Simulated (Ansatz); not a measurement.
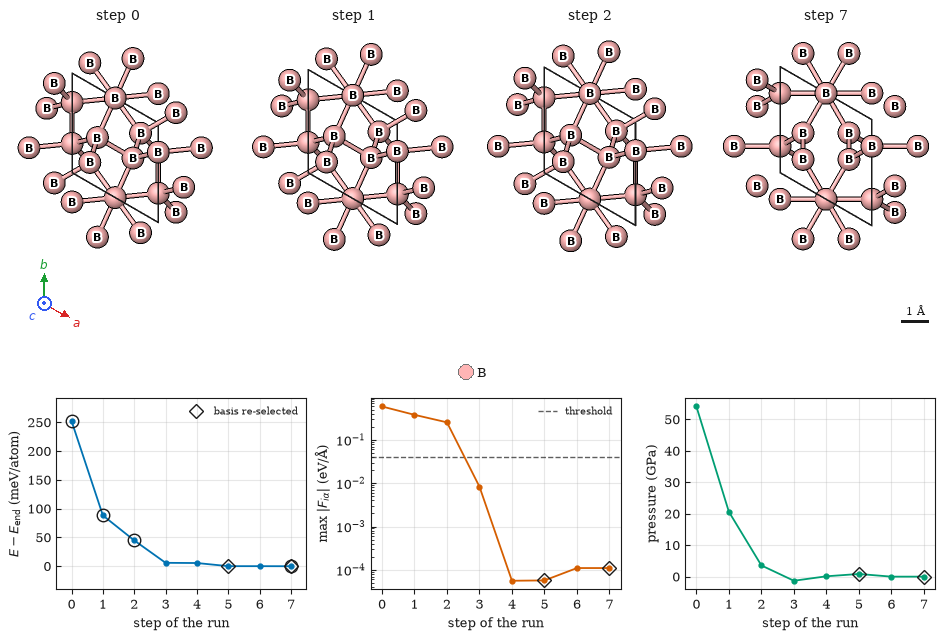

Frames of a relaxation of solid B (a generated structure, set up in Ia-3) (coarse preliminary run), marked on the history of the run. The picture is a ball-and-stick view of the cell of the calculation, seen along the c axis.

Theory: DFT PBE, scalar-relativistic, plane waves, PAW in Ansatz.

Input file:
```yaml
crystal:
  lattice:
    - [-2.3434805, 2.3434805, 2.3434805]
    - [2.3434805, -2.3434805, 2.3434805]
    - [2.3434805, 2.3434805, -2.3434805]
  atoms:
    - { symbol: B, position: [0.206, 0.206, 0.206] }
    - { symbol: B, position: [0.5, 0.0, 0.294] }
    - { symbol: B, position: [0.294, 0.5, 0.0] }
    - { symbol: B, position: [0.0, 0.294, 0.5] }
    - { symbol: B, position: [0.794, 0.794, 0.794] }
    - { symbol: B, position: [0.5, 0.0, 0.706] }
    - { symbol: B, position: [0.706, 0.5, 0.0] }
    - { symbol: B, position: [0.0, 0.706, 0.5] }
basis:
  ecutwfc: 420
kpoints:
  mp_grid: { grid: [6, 6, 6] }
hamiltonian:
  xc: pbe
scf:
  occupations: { method: gaussian, width: 0.1 }
  lower_state_search: "off"
output:
  forces: true
  stress: true
  eigenvalues: true
relax:
  adjacent_minimum: "off"
  f_tol: 0.04
  max_steps: 70
  cell: { stress_tol: 0.4 }
```

Launched with:
```bash
ansatz run input.yaml --threads 1 --pin off --max-ram 2048MiB --backend cpu --events-out ev --progress --plain --runs-dir out
```

**What happens along the run?**

The largest moves relative to the cell, 0.19 Å, are those of 8 atoms (B1, B2, B3, B4 and others). B7 goes along +a. The volume changes by +20.8 %, with a = b = c 4.059 → 4.323 Å (+6.5 %). Among the contacts that change: B1–B5 1.672 → 2.161 Å, B1–B2 1.683 → 1.765 Å. The space group (tolerance 0.01 Å) goes from Ia-3 (No. 206) to Ia-3d (No. 230). Over 5 accepted moves (7 points after the start) the energy falls by 252 meV per atom. Largest force component: 0.59 eV/Å at the start, 0.00011 eV/Å at the end. The pressure goes from 54.14 to 0.02 GPa. The SCF was repeated twice at an unchanged geometry on a basis and grid sized afresh for the cell, which shifted the energy by 5.4 meV per atom at most. The run took 10 s on 1 thread of Arm Neoverse V1, on a shared host, peak memory 0.31 GiB. From step 0 to 1: volume +11.3 %, energy −164 meV per atom. From step 1 to 2: volume +7.3 %, energy −43.4 meV per atom. From step 2 to 7: B atoms move most (0.18 Å), volume +1.2 %, energy −44.8 meV per atom.

```csv
step,"E − E(0), meV/atom","largest force component, eV/Å","pressure, GPa","volume, Å³/atom",note
0,0.00,0.5895,54.14,6.435,
1,-164.20,0.3781,20.65,7.160,
2,-207.64,0.2536,3.59,7.680,
3,-246.56,0.0083,-1.29,7.795,
4,-246.91,0.0001,0.13,7.739,
5,-252.34,0.0001,0.87,7.739,"same geometry, new basis"
6,-252.37,0.0001,0.02,7.773,
7,-252.47,0.0001,0.02,7.773,"same geometry, new basis"
```
